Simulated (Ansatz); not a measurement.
**Sn: one change and its effect**

System: Sn (1 atom in the cell).
Method of run 1: DFT PBEsol, scalar-relativistic, plane waves, PAW, no spin polarisation (Ansatz 0.2.0).

The structure was made by a generator, so it may or may not be a known phase. Text and figures count atoms from 1; the logs count them from 0 in places.

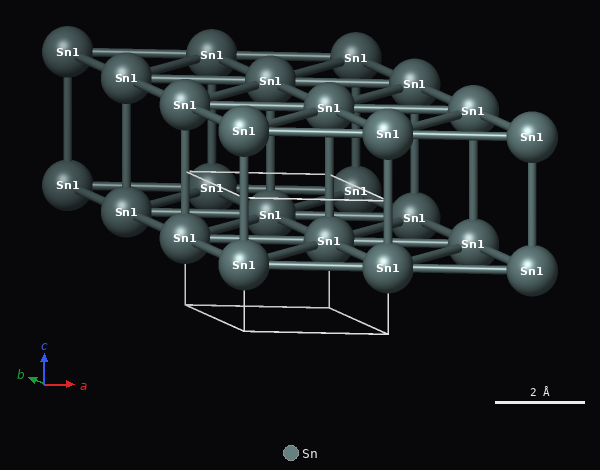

Figure 1. The input geometry (ball-and-stick view of the cell of the calculation, repeated 2 × 3 × 2, seen slightly off an axis; atoms are numbered from 1 in the order of the input). An atom can appear more than once, as a periodic image. Near neighbours in the periodic cell (some may lie outside the picture): Sn has 8 Sn at 3.07 to 3.27 Å.

## Input file, run 1
```yaml
crystal:
  lattice:
    - [3.2679014907, 2.89e-08, 0.0]
    - [-1.6339507704, 2.8300856936, 0.0]
    - [0.0, 0.0, 3.0726471]
  atoms:
    - { symbol: Sn, position: [0.0, 0.0, 0.5] }
basis:
  ecutwfc: 420
kpoints:
  mp_grid: { grid: [18, 18, 18] }
  band_path:
    path:
      - [[0.0, 0.0, 0.0], [0.5, 0.0, 0.0], [0.33333333, 0.33333333, 0.0], [0.0, 0.0, 0.0], [0.0, 0.0, 0.5], [0.5, 0.0, 0.5], [0.33333333, 0.33333333, 0.5], [0.0, 0.0, 0.5]]
      - [[0.5, 0.0, 0.5], [0.5, 0.0, 0.0]]
      - [[0.33333333, 0.33333333, 0.5], [0.33333333, 0.33333333, 0.0]]
    npoints: 14
hamiltonian:
  xc: pbesol
scf:
  occupations: { method: gaussian, width: 0.1 }
  n_extra_bands: 6
output:
  forces: true
  stress: true
  eigenvalues: true
  populations: true
  dos: { projected: true, de: 0.02, nscf_kmesh: { grid: [22, 22, 22] } }
  bader: true
  write_density: true
  write_potential: true
  elf: true
  volumetric_format: npy
```

Launched with:
```bash
ansatz run input.yaml --threads 1 --pin off --max-ram 3072MiB --backend cpu --events-out ev --progress --plain --runs-dir out
```

Hardware: 1 thread of Intel Xeon @ 2.90GHz (Ice Lake), 64 GiB of memory available, shared host.

## Output, shortened to warnings, some set-up lines, iterations and results (run 1)
```
Basis set: ecut = 420 eV, 563 PW (Γ), exchange–correlation on 48×48×48 points (8 copies of the dense FFT grid, shifted against one another)
Symmetry: 24 space group operations
k-points: 370 of 5832
Initial density: superposition of atomic densities (neutral atoms: chi_scale 0, normalization atom), corrected by the library's trained network
[...]
SCF iter   1: F=—  HF=-5949.770659 eV  |F-HF|=—  |Δ(HF+E_count)|=         —  Δρ=2.65e-3  dr2=1.32e-3  ethr=1.77e-3  ⟨swp⟩=5.0  Hψ=27410  notcnv=0  defer=129
SCF iter   2: F=—  HF=-5949.769492 eV  |F-HF|=—  |Δ(HF+E_count)|=   1.17e-3  Δρ=1.43e-3  dr2=4.33e-4  ethr=9.41e-6  ⟨swp⟩=1.9  Hψ=8108  notcnv=0  defer=129
SCF iter   3: F=—  HF=-5949.769335 eV  |F-HF|=—  |Δ(HF+E_count)|=   1.57e-4  Δρ=4.25e-4  dr2=3.60e-5  ethr=3.09e-6  ⟨swp⟩=2.0  Hψ=6820  notcnv=0  defer=129
SCF iter   4: F=—  HF=-5949.769306 eV  |F-HF|=—  |Δ(HF+E_count)|=   2.90e-5  Δρ=2.04e-4  dr2=1.01e-5  ethr=2.57e-7  ⟨swp⟩=2.0  Hψ=6821  notcnv=0  defer=129
SCF iter   5: F=—  HF=-5949.769302 eV  |F-HF|=—  |Δ(HF+E_count)|=   4.42e-6  Δρ=1.14e-4  dr2=2.96e-6  ethr=7.23e-8  ⟨swp⟩=2.0  Hψ=6593  notcnv=0  defer=129
SCF iter   6: F=—  HF=-5949.769300 eV  |F-HF|=—  |Δ(HF+E_count)|=   1.89e-6  Δρ=3.82e-5  dr2=3.21e-7  ethr=2.12e-8  ⟨swp⟩=2.2  Hψ=6455  notcnv=0  defer=129
SCF iter   7: F=-5949.769300 eV  HF=-5949.769300 eV  |F-HF|=5.87e-9  |Δ(HF+E_count)|=   2.30e-7  Δρ=4.74e-6  dr2=3.89e-9  ethr=7.14e-10  ⟨swp⟩=11.1  Hψ=31481  notcnv=0
SCF 1 converged in 7 iterations: F = -5949.769300 eV  dr2 = 3.89e-9
NSCF: frozen V_eff on 129 k-points
NSCF: frozen V_eff on 624 k-points
SCF converged after 7 iterations
Free energy (F): -5949.769300 eV
Harris-Foulkes:  -5949.769300 eV  (|F-HF|=5.87e-9)
Internal energy: -5949.766892 eV  (E = F + TS)
E sigma→0 (E₀):  -5949.768096 eV
Entropy (-TS):   -0.002408 eV (-2.408 meV/atom)
Fermi energy:    9.931582 eV
--- Per-component energies (eV) ---
  E_band       = -91.992697
  E_kinetic    = 186.354731
  E_local      = -881.272194  (includes V_loc(G=0)·N_el)
  E_nonlocal   = -30.717546
  E_hartree    = 542.007534
  E_xc         = -379.208719
  E_vxc        = -96.797110  (∫ρ·V_xc dr)
  E_paw        = -4064.393623  (= ΣΔE_a)
  E_vpaw       = -353.578248  (= ΣTr[D̂ρ^β])
  E_aug_tail   = -0.000000  (compensation charges beyond the density's cutoff)
  E_ewald      = -1322.821915
  E_core_change = 0.284840  (= ΣΔE_core)
  E_smearing   = -0.002408  (= −TS)
  E_closure    = 0.000000  (closes the sum)
  Σ components = -5949.769300   (vs F -5949.769300, Δ=0.00e0)
--- Forces (eV/Å), atoms counted from 1 ---
  atom   1  Sn    -0.00000000     0.00000000     0.00000000
  max |Σ_I F_I| component: 4.11e-33 eV/Å
--- Stress (GPa, compression-positive) ---
       -2.729239      -0.000000       0.000000
        0.000000      -2.729239       0.000000
        0.000000       0.000000      -2.722341
  P = ⅓ Tr σ = -2.7269 GPa (-27.269 kbar)
--- Löwdin populations: 1 site ---
  site symbol       q [e]
     0     Sn     13.9704
  spilling = 0.002113 (of n_electrons = 14.000000)
--- Bader charges: 1 site ---
  site symbol  charge [e]  shift [e]
     0     Sn      0.0000     0.0000
  estimated error of the sums over rays = 7.8e-7 e
```

For run 2 the input was changed thus:
```diff
-  xc: pbesol
+  xc: pbe
```

What does this change do to the results?

The total energies belong to different methods, so their difference says nothing on which is more stable or more accurate. The pressure goes from −2.73 to −0.03 GPa. The functional changes from PBEsol to PBE. Along LDA, PBEsol, PBE and RPBE the binding weakens and the preferred volume grows, so the same cell is under more pressure with the later ones. The SCF takes 6 iterations against 7.

## Output, shortened to warnings, some set-up lines, iterations and results (run 2)
```
Basis set: ecut = 420 eV, 563 PW (Γ), exchange–correlation on 48×48×48 points (8 copies of the dense FFT grid, shifted against one another)
Symmetry: 24 space group operations
k-points: 370 of 5832
Initial density: superposition of atomic densities (neutral atoms: chi_scale 0, normalization atom), corrected by the library's trained network
[...]
SCF iter   1: F=—  HF=-6024.174466 eV  |F-HF|=—  |Δ(HF+E_count)|=         —  Δρ=5.37e-4  dr2=1.12e-4  ethr=1.77e-3  ⟨swp⟩=5.0  Hψ=27377  notcnv=0  defer=131
SCF iter   2: F=—  HF=-6024.174099 eV  |F-HF|=—  |Δ(HF+E_count)|=   3.67e-4  Δρ=4.47e-4  dr2=6.64e-5  ethr=8.02e-7  ⟨swp⟩=2.0  Hψ=10003  notcnv=0  defer=131
SCF iter   3: F=—  HF=-6024.174083 eV  |F-HF|=—  |Δ(HF+E_count)|=   1.57e-5  Δρ=1.54e-4  dr2=7.07e-6  ethr=4.74e-7  ⟨swp⟩=2.8  Hψ=7321  notcnv=0  defer=131
SCF iter   4: F=—  HF=-6024.174086 eV  |F-HF|=—  |Δ(HF+E_count)|=   2.94e-6  Δρ=5.96e-5  dr2=1.22e-6  ethr=5.05e-8  ⟨swp⟩=2.2  Hψ=6173  notcnv=0  defer=131
SCF iter   5: F=—  HF=-6024.174087 eV  |F-HF|=—  |Δ(HF+E_count)|=   4.77e-7  Δρ=2.85e-5  dr2=1.90e-7  ethr=8.70e-9  ⟨swp⟩=1.9  Hψ=4824  notcnv=0  defer=131
SCF iter   6: F=-6024.174087 eV  HF=-6024.174087 eV  |F-HF|=4.82e-8  |Δ(HF+E_count)|=   9.22e-8  Δρ=1.19e-5  dr2=2.98e-8  ethr=7.14e-10  ⟨swp⟩=10.4  Hψ=29301  notcnv=0
SCF 1 converged in 6 iterations: F = -6024.174087 eV  dr2 = 2.98e-8
NSCF: frozen V_eff on 129 k-points
NSCF: frozen V_eff on 624 k-points
SCF converged after 6 iterations
Free energy (F): -6024.174087 eV
Harris-Foulkes:  -6024.174087 eV  (|F-HF|=4.82e-8)
Internal energy: -6024.171673 eV  (E = F + TS)
E sigma→0 (E₀):  -6024.172880 eV
Entropy (-TS):   -0.002414 eV (-2.414 meV/atom)
Fermi energy:    10.100421 eV
--- Per-component energies (eV) ---
  E_band       = -90.575229
  E_kinetic    = 186.029270
  E_local      = -879.445752  (includes V_loc(G=0)·N_el)
  E_nonlocal   = -32.498988
  E_hartree    = 542.806414
  E_xc         = -382.497548
  E_vxc        = -95.902570  (∫ρ·V_xc dr)
  E_paw        = -4135.743155  (= ΣΔE_a)
  E_vpaw       = -354.362792  (= ΣTr[D̂ρ^β])
  E_aug_tail   = -0.000000  (compensation charges beyond the density's cutoff)
  E_ewald      = -1322.821915
  E_smearing   = -0.002414  (= −TS)
  E_closure    = -0.000000  (closes the sum)
  Σ components = -6024.174087   (vs F -6024.174087, Δ=0.00e0)
--- Forces (eV/Å), atoms counted from 1 ---
  atom   1  Sn     0.00000000     0.00000000     0.00000000
  max |Σ_I F_I| component: 2.05e-33 eV/Å
--- Stress (GPa, compression-positive) ---
       -0.038932       0.000000       0.000000
       -0.000000      -0.038932       0.000000
        0.000000       0.000000      -0.008899
  P = ⅓ Tr σ = -0.0289 GPa (-0.289 kbar)
--- Löwdin populations: 1 site ---
  site symbol       q [e]
     0     Sn     13.9703
  spilling = 0.002121 (of n_electrons = 14.000000)
--- Bader charges: 1 site ---
  site symbol  charge [e]  shift [e]
     0     Sn      0.0000     0.0000
  estimated error of the sums over rays = 7.7e-7 e
```

## The two runs side by side

```csv
quantity,run 1,run 2
outcome,converged,converged
free energy per atom (eV),−5949.7693,−6024.1741
"energy per atom, smearing taken to zero (eV)",−5949.7681,−6024.1729
gap on the mesh (eV),0.00,0.00
pressure (GPa),−2.73,−0.03
largest force (eV/Å),0.000,0.000
SCF iterations,7,6
irreducible k-points,370,370
plane waves at Γ,563,563
wall time (shared host),15 s,15 s
```
